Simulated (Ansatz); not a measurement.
## Run report: Au, single-point calculation (part 2 of 2)

Au (slab, 6 atoms in the cell); DFT, PBE, all-electron LAPW, scalar-relativistic, no spin polarisation (Ansatz 0.2.0); 12×9×1 k-mesh, Fermi–Dirac smearing of 0.05 eV. 

Geometry of the input (Å; fractional positions):
```
2.9401  0.0000  0.0000
0.0000  4.1579  0.0000
0.0000  0.0000  23.3502
Au 0.2500  0.2500  0.3426
Au 0.7500  0.7500  0.4056
Au 0.2500  0.2500  0.4685
Au 0.7500  0.7500  0.5315
Au 0.2500  0.2500  0.5944
Au 0.7500  0.7500  0.6574
```

What the program printed, continued
```
  k-point 2: bands = ["-316.7834", "-316.7834", "-316.7824", "-316.7824", "-316.7787", "-316.7787", "-316.7681", "-316.7681", "-316.7676", "-316.7676", "-316.6777", "-316.6777", "-316.6687", "-316.6687", "-316.6660", "-316.6660", "-316.6624", "-316.6624", "-316.6586", "-316.6586", "-316.1519", "-316.1519", "-316.1480", "-316.1480", "-316.1406", "-316.1406", "-316.1405", "-316.1405", "-316.1393", "-316.1393", "-99.4912", "-99.4866", "-99.3714", "-99.3713", "-98.8438", "-98.8438", "-72.5315", "-72.5313", "-72.5249", "-72.5248",
      "-72.5245", "-72.5244", "-72.5218", "-72.5217", "-72.5174", "-72.5173", "-72.5150", "-72.5150", "-72.5120", "-72.5119", "-72.4197", "-72.4197", "-72.4151", "-72.4151", "-72.4143", "-72.4143", "-72.4110", "-72.4110", "-72.4076", "-72.4076", "-72.4053", "-72.4053", "-72.4026", "-72.4026", "-71.8964", "-71.8964", "-71.8963", "-71.8963", "-71.8888", "-71.8888", "-71.8843", "-71.8843", "-71.8837", "-71.8837", "-71.8807", "-71.8807", "-71.8805", "-71.8805", "-50.9996", "-50.9710",
      "-50.9301", "-50.9096", "-50.9065", "-50.8797", "-50.8241", "-50.8184", "-50.7974", "-50.7923", "-50.7760", "-50.7756", "-50.3012", "-50.3012", "-50.2846", "-50.2846", "-50.2621", "-50.2620", "-2.4923", "-1.3381", "-0.4767", "-0.3884", "-0.0591", "0.1623", "0.3054", "1.0890", "1.2831", "1.3364", "1.4869", "1.5487", "1.6442", "1.7713", "1.8753", "1.8868", "2.0221", "2.3291", "2.3420", "2.4493", "2.6172", "2.6730", "2.8455", "2.9202",
      "3.1884", "3.2797", "3.2819", "3.4836", "3.7297", "3.8029", "3.9499", "3.9591", "4.0258", "5.2575", "5.7717", "7.1510", "7.9281", "9.1784", "10.2694", "10.9582", "11.8286", "11.8580", "12.0574", "13.7581", "14.0987", "14.1250", "15.3693", "15.5003", "15.9771", "16.4178", "16.7751", "17.0188", "17.2138", "17.4212", "17.7602", "18.1551", "19.1665", "19.2175", "19.2523"]
  k-point 34: bands = ["-316.7834", "-316.7834", "-316.7824", "-316.7824", "-316.7787", "-316.7787", "-316.7681", "-316.7681", "-316.7676", "-316.7676", "-316.6777", "-316.6777", "-316.6687", "-316.6687", "-316.6660", "-316.6660", "-316.6624", "-316.6624", "-316.6586", "-316.6586", "-316.1519", "-316.1519", "-316.1480", "-316.1480", "-316.1406", "-316.1406", "-316.1405", "-316.1405", "-316.1393", "-316.1393", "-99.4859", "-99.4859", "-99.3684", "-99.3684", "-98.8408", "-98.8408", "-72.5313", "-72.5313", "-72.5251", "-72.5251",
      "-72.5247", "-72.5247", "-72.5217", "-72.5217", "-72.5173", "-72.5173", "-72.5148", "-72.5148", "-72.5120", "-72.5120", "-72.4196", "-72.4196", "-72.4151", "-72.4151", "-72.4143", "-72.4143", "-72.4115", "-72.4115", "-72.4074", "-72.4074", "-72.4052", "-72.4052", "-72.4027", "-72.4027", "-71.8968", "-71.8968", "-71.8962", "-71.8962", "-71.8886", "-71.8886", "-71.8843", "-71.8843", "-71.8837", "-71.8837", "-71.8807", "-71.8807", "-71.8805", "-71.8805", "-51.0115", "-51.0115",
      "-50.9397", "-50.9397", "-50.9279", "-50.9279", "-50.8559", "-50.8559", "-50.8180", "-50.8180", "-50.7910", "-50.7910", "-50.3908", "-50.3908", "-50.2780", "-50.2780", "-50.2556", "-50.2556", "-0.6136", "-0.6136", "0.2842", "0.2842", "0.4859", "0.4859", "1.0264", "1.0264", "1.2210", "1.2210", "1.5099", "1.5099", "1.5755", "1.5755", "1.7243", "1.7243", "2.4172", "2.4172", "2.5347", "2.5347", "3.0187", "3.0187", "3.4568", "3.4568",
      "3.8344", "3.8344", "3.9508", "3.9508", "4.0699", "4.0699", "6.1336", "6.1336", "8.0968", "8.0968", "8.7720", "8.7720", "9.0427", "9.0427", "9.5174", "9.5174", "10.5710", "10.5710", "12.7090", "12.7090", "14.1037", "14.1037", "14.7708", "14.7708", "15.9277", "15.9277", "16.2802", "16.2802", "16.8177", "16.8177", "17.0629", "17.0629", "17.6915", "17.6915", "17.7744"]
--- Löwdin populations: 6 sites ---
  site symbol       q [e]
     0     Au     78.9727
     1     Au     78.8538
     2     Au     78.8288
     3     Au     78.8288
     4     Au     78.8538
     5     Au     78.9727
  spilling = 0.001454 (of n_electrons = 474.000000)
```

File dos.tsv
```
# E-E_F[eV]	g_bin_mean(E)[states/eV]	N(E)
# format = ansatz-dos/2
# fermi_ev = 5.758002
# fermi_mp_grid = 12 9 1
# fermi_mp_shift = 0 0 0
# tetrahedron_fermi_ev = 5.702597
# g_bin_mean(E): the states in a bin one row spacing wide, centred on E, divided by that spacing. States that the method places at a single energy (under output.dos.method: tetrahedron, those of a tetrahedron whose four corners have one energy) are counted whole in the row whose bin holds that energy (on the edge of two bins, in the lower row). The sum of g_bin_mean over a run of rows, times the row spacing, is the number of states from half a spacing under the first of them to half a spacing over the last (a plain sum, not the trapezoid rule).
-14.000000	0.000000e0	1.920000e2
-13.800000	0.000000e0	1.920000e2
-13.600000	0.000000e0	1.920000e2
-13.400000	0.000000e0	1.920000e2
-13.200000	0.000000e0	1.920000e2
-13.000000	0.000000e0	1.920000e2
-12.800000	0.000000e0	1.920000e2
-12.600000	0.000000e0	1.920000e2
-12.400000	0.000000e0	1.920000e2
-12.200000	0.000000e0	1.920000e2
-12.000000	0.000000e0	1.920000e2
-11.800000	0.000000e0	1.920000e2
-11.600000	0.000000e0	1.920000e2
-11.400000	0.000000e0	1.920000e2
-11.200000	0.000000e0	1.920000e2
-11.000000	0.000000e0	1.920000e2
-10.800000	0.000000e0	1.920000e2
-10.600000	0.000000e0	1.920000e2
-10.400000	0.000000e0	1.920000e2
-10.200000	0.000000e0	1.920000e2
-10.000000	0.000000e0	1.920000e2
-9.800000	0.000000e0	1.920000e2
-9.600000	0.000000e0	1.920000e2
-9.400000	0.000000e0	1.920000e2
-9.200000	0.000000e0	1.920000e2
-9.000000	0.000000e0	1.920000e2
-8.800000	2.729994e-2	1.920000e2
-8.600000	4.229799e-1	1.920440e2
-8.400000	4.076540e-1	1.921287e2
-8.200000	4.683695e-1	1.922187e2
-8.000000	4.512766e-1	1.923098e2
-7.800000	4.809906e-1	1.924028e2
-7.600000	5.186749e-1	1.925027e2
-7.400000	6.089590e-1	1.926096e2
-7.200000	1.210119e0	1.927962e2
-7.000000	1.472263e0	1.930504e2
-6.800000	1.664149e0	1.933743e2
-6.600000	2.078922e0	1.937570e2
-6.400000	4.365664e0	1.942516e2
-6.200000	6.173961e0	1.954802e2
-6.000000	7.123237e0	1.966216e2
-5.800000	8.819599e0	1.983136e2
-5.600000	1.096314e1	2.003577e2
-5.400000	8.793314e0	2.024582e2
-5.200000	1.001612e1	2.042877e2
-5.000000	6.008623e0	2.057344e2
-4.800000	1.377167e1	2.075901e2
-4.600000	1.183491e1	2.101706e2
-4.400000	1.253952e1	2.128798e2
-4.200000	1.723722e1	2.157003e2
-4.000000	1.822220e1	2.193393e2
-3.800000	1.735949e1	2.228632e2
-3.600000	9.745512e0	2.258877e2
-3.400000	1.115551e1	2.274887e2
-3.200000	1.742944e1	2.301418e2
-3.000000	1.463856e1	2.337707e2
-2.800000	1.330788e1	2.366953e2
-2.600000	1.548722e1	2.392611e2
-2.400000	1.392854e1	2.424025e2
-2.200000	1.517111e1	2.449350e2
-2.000000	2.108150e1	2.490751e2
-1.800000	1.627266e1	2.529374e2
-1.600000	4.846678e0	2.549212e2
-1.400000	2.304249e0	2.554677e2
-1.200000	1.854849e0	2.558739e2
-1.000000	1.651837e0	2.562222e2
-0.800000	1.616633e0	2.565424e2
-0.600000	1.633692e0	2.568692e2
-0.400000	2.358133e0	2.572657e2
-0.200000	2.043199e0	2.577111e2
0.000000	1.904691e0	2.580995e2
0.200000	2.210082e0	2.585066e2
0.400000	2.084770e0	2.589776e2
0.600000	1.613057e0	2.593158e2
0.800000	1.652231e0	2.596391e2
1.000000	1.845545e0	2.599883e2
1.200000	2.074454e0	2.603726e2
1.400000	2.280221e0	2.608204e2
1.600000	2.798395e0	2.612978e2
1.800000	2.205935e0	2.618345e2
2.000000	2.103415e0	2.622577e2
2.200000	2.059582e0	2.626765e2
2.400000	1.961645e0	2.630764e2
2.600000	2.137845e0	2.634813e2
2.800000	2.619063e0	2.639525e2
3.000000	2.260283e0	2.644795e2
3.200000	1.122577e0	2.647810e2
3.400000	1.571364e0	2.650479e2
3.600000	1.800898e0	2.653860e2
3.800000	2.471224e0	2.657833e2
4.000000	3.217123e0	2.664073e2
4.200000	2.127811e0	2.669460e2
4.400000	1.748385e0	2.673102e2
4.600000	2.262636e0	2.676820e2
4.800000	2.448974e0	2.681869e2
5.000000	2.989068e0	2.687491e2
5.200000	3.194165e0	2.693298e2
5.400000	4.208749e0	2.700707e2
5.600000	3.731292e0	2.708966e2
5.800000	2.850143e0	2.715495e2
6.000000	3.626929e0	2.721604e2
6.200000	4.040982e0	2.729419e2
6.400000	4.025852e0	2.737846e2
6.600000	4.013097e0	2.745716e2
6.800000	3.718365e0	2.753116e2
7.000000	4.872459e0	2.762818e2
7.200000	3.231976e0	2.769699e2
7.400000	5.106553e0	2.778219e2
7.600000	3.706877e0	2.787936e2
7.800000	3.302525e0	2.794036e2
8.000000	3.878679e0	2.801777e2
```

File populations.tsv
```
# site	symbol	l	j	q
# orbitals = lowdin
# n_electrons = 474.000000
# spilling = 0.001454
# projection_atom_Au: 1s2 2s2 2p6 3s2 3p6 3d10 4s2 4p6 4d10 4f14 5s2 5p6 5d10 6s1
0	Au	0_1S	-	2.000000
0	Au	0_2S	-	1.999998
0	Au	0_3S	-	1.999978
0	Au	0_4S	-	1.999783
0	Au	0_5S	-	1.996796
0	Au	0_6S	-	1.170164
0	Au	1_2P	-	6.000000
0	Au	1_3P	-	6.000000
0	Au	1_4P	-	5.999992
0	Au	1_5P	-	5.998941
0	Au	2_3D	-	10.000000
0	Au	2_4D	-	9.999999
0	Au	2_5D	-	9.807102
0	Au	3_4F	-	13.999997
1	Au	0_1S	-	2.000000
1	Au	0_2S	-	1.999997
1	Au	0_3S	-	1.999961
1	Au	0_4S	-	1.999621
1	Au	0_5S	-	1.994392
1	Au	0_6S	-	1.091496
1	Au	1_2P	-	6.000000
1	Au	1_3P	-	6.000000
1	Au	1_4P	-	5.999994
1	Au	1_5P	-	5.999166
1	Au	2_3D	-	10.000000
1	Au	2_4D	-	9.999998
1	Au	2_5D	-	9.769197
1	Au	3_4F	-	13.999997
2	Au	0_1S	-	2.000000
2	Au	0_2S	-	1.999997
2	Au	0_3S	-	1.999958
2	Au	0_4S	-	1.999589
2	Au	0_5S	-	1.993932
2	Au	0_6S	-	1.068486
2	Au	1_2P	-	6.000000
2	Au	1_3P	-	6.000000
2	Au	1_4P	-	5.999994
2	Au	1_5P	-	5.999154
2	Au	2_3D	-	10.000000
2	Au	2_4D	-	9.999998
2	Au	2_5D	-	9.767678
2	Au	3_4F	-	13.999997
3	Au	0_1S	-	2.000000
3	Au	0_2S	-	1.999997
3	Au	0_3S	-	1.999958
3	Au	0_4S	-	1.999589
3	Au	0_5S	-	1.993932
3	Au	0_6S	-	1.068486
3	Au	1_2P	-	6.000000
3	Au	1_3P	-	6.000000
3	Au	1_4P	-	5.999994
3	Au	1_5P	-	5.999154
3	Au	2_3D	-	10.000000
3	Au	2_4D	-	9.999998
3	Au	2_5D	-	9.767678
3	Au	3_4F	-	13.999997
4	Au	0_1S	-	2.000000
4	Au	0_2S	-	1.999997
4	Au	0_3S	-	1.999961
4	Au	0_4S	-	1.999621
4	Au	0_5S	-	1.994392
4	Au	0_6S	-	1.091496
4	Au	1_2P	-	6.000000
4	Au	1_3P	-	6.000000
4	Au	1_4P	-	5.999994
4	Au	1_5P	-	5.999166
4	Au	2_3D	-	10.000000
4	Au	2_4D	-	9.999998
4	Au	2_5D	-	9.769197
4	Au	3_4F	-	13.999997
5	Au	0_1S	-	2.000000
5	Au	0_2S	-	1.999998
5	Au	0_3S	-	1.999978
5	Au	0_4S	-	1.999783
5	Au	0_5S	-	1.996796
5	Au	0_6S	-	1.170164
5	Au	1_2P	-	6.000000
5	Au	1_3P	-	6.000000
5	Au	1_4P	-	5.999992
5	Au	1_5P	-	5.998941
5	Au	2_3D	-	10.000000
5	Au	2_4D	-	9.999999
5	Au	2_5D	-	9.807102
5	Au	3_4F	-	13.999997
```

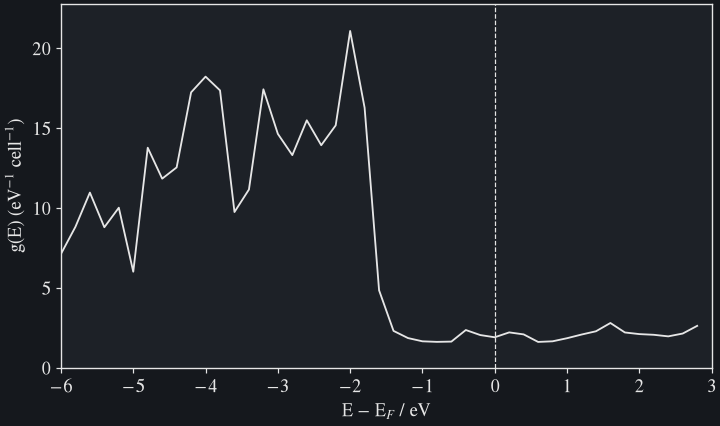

Density of states, with energies from the Fermi level. There are states at the Fermi level: a metal at this level of theory.

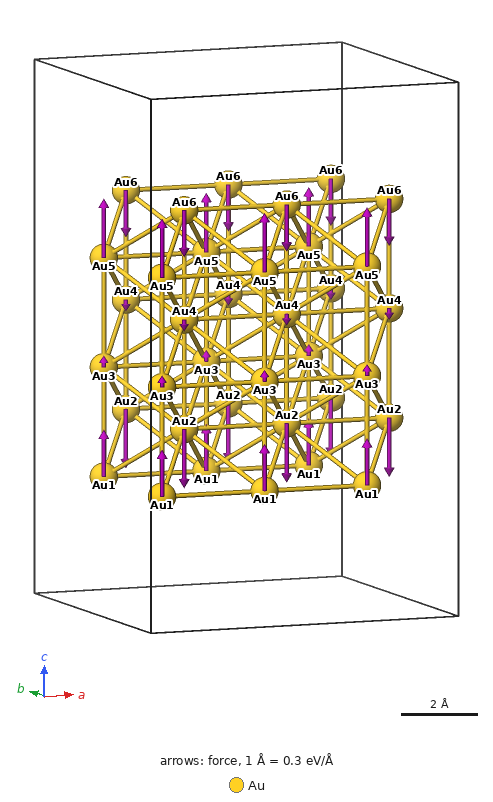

Forces on the atoms as pink arrows (ball-and-stick view of the 3 × 2 repeat of the cell, with the vacuum cut short, seen slightly off an axis; atoms are numbered from 1 in the order of the input). The largest act on Au2, Au5 (0.48 eV/Å); Au1, Au6 (0.38 eV/Å). The geometry is not a stationary point of this energy.

Key numbers

- outcome: converged
- electrons in bands (core shells apart): 258
- free energy: −3103347.8228 eV
- Fermi energy: 5.758 eV
- electronic character: metal
- largest force (length of the vector): 0.479 eV/Å
- wall time: 3 min (CPU time 5.9 min)
- peak memory: 1.9 GiB

Spin–orbit coupling is left out, which matters for Au.
